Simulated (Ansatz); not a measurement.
```
Au
1.0
     4.14982    0.00000    0.00000
     0.00000    4.14982    0.00000
     0.00000    0.00000    4.14982
Au
4
Direct
  0.00000 0.00000 0.00000
  0.50000 0.50000 0.00000
  0.50000 0.00000 0.50000
  0.00000 0.50000 0.50000
```

Space group Fm-3m; computed pressure about −3 GPa in this cell.

Method: Ansatz 0.2.0, Kohn-Sham DFT of a periodic cell, r2SCAN, Ansatz PAW.

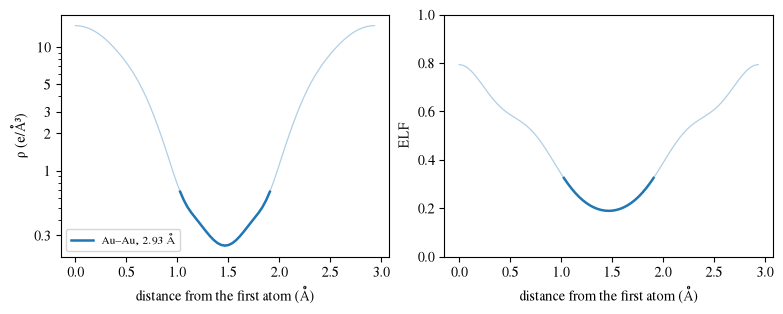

Au. Valence charge density (pseudo) and ELF along straight lines between neighbouring atoms. Thin, pale parts lie inside the atomic spheres.

In a PAW calculation such maps are meaningful between the atoms, not at the nuclei.

**What can be read from the curves?**

Au–Au (2.93 Å): ρ at the midpoint is about 0.25 e/Å³; the ELF is about 0.20 at the midpoint; no shared electron pair shows on this line.
